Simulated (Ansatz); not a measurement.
## Single-point calculation, with input and output: AlAs

The run: single-point calculation of AlAs (2 atoms in the cell). Method and program: DFT PBEsol, scalar-relativistic, plane waves, PAW, no spin polarisation (Ansatz 0.2.0).

The structure derives from an entry of the Crystallography Open Database. It belongs to a series of runs on one base structure; here: band edges and mean potential of the bulk.

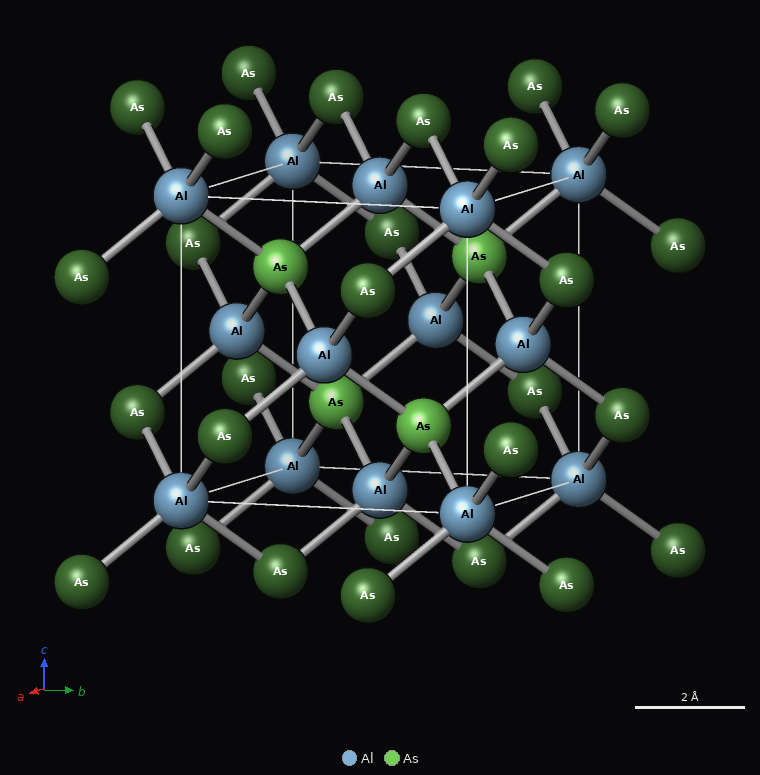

*The input geometry (ball-and-stick view of the cell 4 times as large as that of the calculation, set on its symmetry axes, seen slightly off an axis; neighbours outside the cell are drawn fainter). An atom can appear more than once, as a periodic image.*

Near neighbours in the periodic cell (some may lie outside the picture): Al has 4 As at 2.46 Å; As has 4 Al at 2.46 Å.

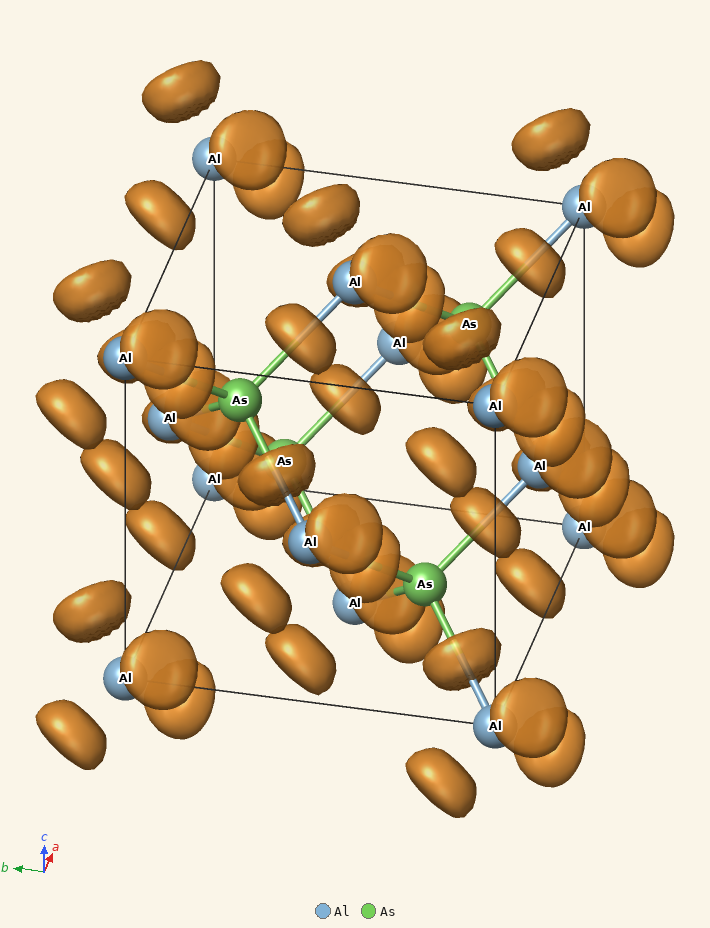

*Isosurface of the ELF at 0.8 (orange), seen at an oblique angle. Core shells and regions of very low density are left out. Sticks mark near contacts. The outline is the cell set on symmetry axes.*

Along the contacts the grid gives the following. Al–As (2.46 Å): the ELF peaks at about 0.90 between the atoms, as expected for localised, shared-pair bonding. The fields are those of the smooth PAW valence density.

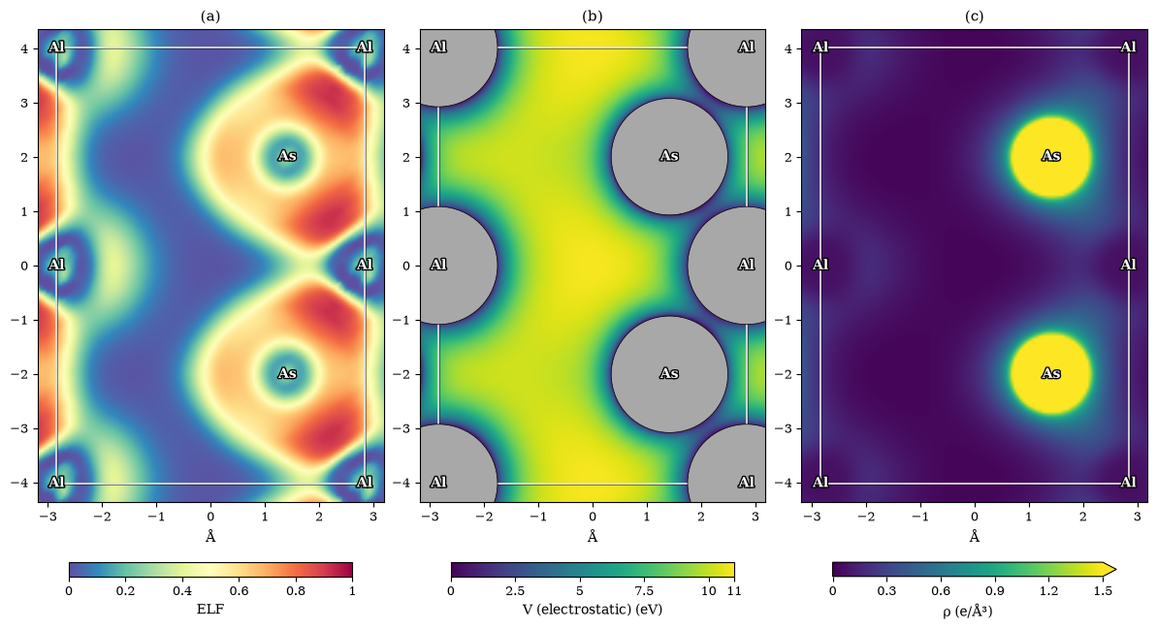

*(a) ELF; (b) electrostatic potential energy of an electron; (c) valence pseudo-density on the (110) plane of the conventional cell. Grey discs, where drawn, cover atomic cores.*

Atoms in the plane: Al and As. Al–As (2.46 Å): ρ is about 0.47 e/Å³ halfway; the ELF peaks at about 0.90 between the atoms (a covalent bond). Away from the nuclei the density in this plane falls to 0.02 e/Å³ at its lowest. Outside the cores the potential energy rises away from the atoms and is highest about 2.4 Å from the nearest atoms; outside the discs it spans about 11 eV, and its zero is arbitrary.

These pictures come from the run below.

Input
```yaml
crystal:
  lattice:
    - [0.0, 2.8372982432, 2.8372982432]
    - [2.8372982432, 0.0, 2.8372982432]
    - [2.8372982432, 2.8372982432, 0.0]
  atoms:
    - { symbol: Al, position: [0.0, 0.0, 0.0] }
    - { symbol: As, position: [0.75, 0.75, 0.75] }
basis:
  ecutwfc: 420
kpoints:
  mp_grid: { grid: [8, 8, 8] }
  band_path: { path: [VBM, CBM], npoints: 2 }
hamiltonian:
  xc: pbesol
scf:
  occupations: { method: gaussian, width: 0.02 }
output:
  forces: true
  stress: true
  eigenvalues: true
  write_density: true
  write_potential: true
  elf: true
  volumetric_format: npy
```

Run as:
```bash
ansatz run input.yaml --threads 2 --pin off --max-ram 5120MiB --backend cpu --events-out ev --progress --plain --runs-dir out
```

The program's output
```
Engine: ansatz 0.2.0, x86_64-unknown-linux-gnu
Pseudopotentials: kind: paw
Pseudopotential: Al, paw, valence charge 3, recommended cutoff 420 eV (normal), Al.paw.azcp
Pseudopotential: As, paw, valence charge 15, recommended cutoff 420 eV (normal), As.paw.azcp
Functional definition: PBEsol
  exchange = pbesol_x
  correlation = pbesol_c
Crystal: 2 atoms, lattice volume = 45.682 Å³
Basis set: ecut = 420 eV, 893 PW (Γ), exchange–correlation on 54×54×54 points (8 copies of the dense FFT grid, shifted against one another)
Bands: 13, of which v1, the nominal top of the filled ones, is band 9 counted from 1 (8 counted from 0)
Symmetry: 24 space group operations
Space group: F-43m (ITA 216), of the structure as read, at distance tolerance 3.6e-5 Å
k-points: 29 of 512 (time reversal used)
Non-local potential: Al, projectors of the file, l = 0: 2, l = 1: 2, l = 2: 1
Non-local potential: As, projectors of the file, l = 0: 2, l = 1: 2, l = 2: 3, l = 3: 1
PAW form: soft (Blöchl's): semilocal exchange-correlation on the pseudo side does not see the compensation charge
PAW frozen core: Al, regenerated for the run's functional, and the local potential with it (the file was generated under x = pbe(κ = 0.804, μ = 0.2195149727645171), c = pbe(β = 0.06672455060314922))
PAW frozen core: As, regenerated for the run's functional, and the local potential with it (the file was generated under x = pbe(κ = 0.804, μ = 0.2195149727645171), c = pbe(β = 0.06672455060314922))
PAW one-centre angular grid: Al, 110 points (default); XC on 64 Gauss nodes
PAW one-centre angular grid: As, 590 points (default); XC on 64 Gauss nodes
Initial density: superposition of atomic densities (neutral atoms: chi_scale 0, normalization atom), corrected by the library's trained network
Initial wavefunctions: pseudopotential atomic-orbital guess
Functional: x = pbesol(κ = 0.804, μ = 0.12345679012345678), c = pbesol(β = 0.046)
SCF iter   1: F=—  HF=-5338.443861 eV  |F-HF|=—  |Δ(HF+E_count)|=         —  Δρ=2.75e-3  dr2=6.07e-3  ethr=1.77e-3  ⟨swp⟩=6.0  Hψ=2335  notcnv=0
preconditioner: auto → none  [insulator: Δε(μ)=1.303 eV  Ē_g=9.819 eV  σ=0.020 eV  W_gap=1.00  n_scr=14 (ndim 8)  ℏωp=15.5 eV  f_vac=0.006  D(μ)=0.00/eV (n_scr^D=0)  ε∞_Penn≈3.5]
SCF iter   2: F=—  HF=-5338.442122 eV  |F-HF|=—  |Δ(HF+E_count)|=   1.74e-3  Δρ=1.09e-3  dr2=5.57e-4  ethr=3.37e-5  ⟨swp⟩=2.5  Hψ=831  notcnv=0
SCF iter   3: F=—  HF=-5338.442124 eV  |F-HF|=—  |Δ(HF+E_count)|=   1.94e-6  Δρ=3.47e-4  dr2=5.23e-5  ethr=3.09e-6  ⟨swp⟩=2.0  Hψ=493  notcnv=0
SCF iter   4: F=—  HF=-5338.442104 eV  |F-HF|=—  |Δ(HF+E_count)|=   1.97e-5  Δρ=8.14e-5  dr2=1.67e-6  ethr=2.90e-7  ⟨swp⟩=2.6  Hψ=582  notcnv=0
SCF iter   5: F=—  HF=-5338.442105 eV  |F-HF|=—  |Δ(HF+E_count)|=   8.08e-7  Δρ=9.75e-6  dr2=2.49e-8  ethr=9.29e-9  ⟨swp⟩=2.0  Hψ=621  notcnv=0
SCF iter   6: F=-5338.442105 eV  HF=-5338.442105 eV  |F-HF|=5.40e-9  |Δ(HF+E_count)|=   7.81e-8  Δρ=3.29e-6  dr2=3.20e-9  ethr=1.38e-10  ⟨swp⟩=7.0  Hψ=2051  notcnv=0
SCF 1 converged in 6 iterations: F = -5338.442105 eV  dr2 = 3.20e-9
  greatest PAW one-centre occupation: 0.999 electrons in one spin orbital (limit 2), on the As atom at site 1 (counted from 0), in its partial waves of l = 2
NSCF: frozen V_eff on 16 k-points
NSCF: frozen V_eff on 16 k-points
NSCF: frozen V_eff on 16 k-points
NSCF: frozen V_eff on 13 k-points
NSCF: frozen V_eff on 5 k-points
NSCF: frozen V_eff on 11 k-points
NSCF: frozen V_eff on 9 k-points
NSCF: frozen V_eff on 5 k-points
NSCF: frozen V_eff on 11 k-points
NSCF: frozen V_eff on 4 k-points
NSCF: frozen V_eff on 6 k-points
NSCF: frozen V_eff on 4 k-points
NSCF: frozen V_eff on 6 k-points
NSCF: frozen V_eff on 4 k-points
NSCF: frozen V_eff on 6 k-points
NSCF: frozen V_eff on 4 k-points
NSCF: frozen V_eff on 4 k-points
NSCF: frozen V_eff on 2 k-points
NSCF: frozen V_eff on 3 k-points
SCF converged after 6 iterations
Free energy (F): -5338.442105 eV
Harris-Foulkes:  -5338.442105 eV  (|F-HF|=5.40e-9)
Internal energy: -5338.442105 eV  (E = F + TS)
E sigma→0 (E₀):  -5338.442105 eV
Fermi energy:    6.864912 eV
--- Per-component energies (eV) ---
  E_band       = -269.799795
  E_kinetic    = 126.533367
  E_local      = -2121.634626  (includes V_loc(G=0)·N_el)
  E_nonlocal   = -657.650700
  E_hartree    = 1132.298954
  E_xc         = -117.929580
  E_vxc        = -108.268533  (∫ρ·V_xc dr)
  E_paw        = -2248.249782  (= ΣΔE_a)
  E_vpaw       = 226.620443  (= ΣTr[D̂ρ^β])
  E_aug_tail   = 0.000005  (compensation charges beyond the density's cutoff)
  E_ewald      = -1452.795310
  E_core_change = 0.985568  (= ΣΔE_core)
  E_smearing   = -0.000000  (= −TS)
  E_closure    = -0.000000  (closes the sum)
  Σ components = -5338.442105   (vs F -5338.442105, Δ=0.00e0)
--- Forces (eV/Å), atoms counted from 1 ---
  atom   1  Al    -0.00000000     0.00000000    -0.00000000
  atom   2  As     0.00000000     0.00000000    -0.00000000
  max |Σ_I F_I| component: 1.72e-16 eV/Å
--- Stress (GPa, compression-positive) ---
        0.002912      -0.000000      -0.000000
       -0.000000       0.002912       0.000000
       -0.000000       0.000000       0.002912
  P = ⅓ Tr σ = 0.0029 GPa (0.029 kbar)
--- Band table (eV; the first three rows and the last of 29) ---
  k-point 0: bands = ["-28.2107", "-28.2107", "-28.2107", "-28.2000", "-28.2000", "-5.6534", "6.1934", "6.1934", "6.1934", "8.0990", "10.4549", "10.4549", "10.4549"]
  k-point 1: bands = ["-28.2106", "-28.2105", "-28.2105", "-28.2000", "-28.2000", "-5.5018", "4.7507", "6.0337", "6.0337", "8.8784", "10.7347", "10.7347", "10.8267"]
  k-point 2: bands = ["-28.2105", "-28.2102", "-28.2102", "-28.1999", "-28.1999", "-5.0815", "2.8018", "5.7187", "5.7187", "8.7199", "11.0695", "11.0695", "12.5262"]
  k-point 28: bands = ["-28.2104", "-28.2099", "-28.2088", "-28.2002", "-28.1995", "-3.6773", "1.1341", "3.0150", "3.3692", "10.4265", "11.7788", "11.8182", "12.1690"]
```

Results in brief

```tsv
quantity	value
outcome	converged
space group (tolerance 0.01 Å)	F-43m (216)
electrons treated	18
free energy	−5338.4421 eV
Fermi energy	6.865 eV
gap on the k-point mesh	1.34 eV
gap on the band path	1.34 eV
pressure	0.00 GPa
largest force (length of the vector)	under 0.001 eV/Å
hardware	2 threads of AMD EPYC (Zen 5), 32 GiB of memory available, shared host
wall time	1.2 s (CPU time 2.1 s)
peak memory	0.38 GiB
```
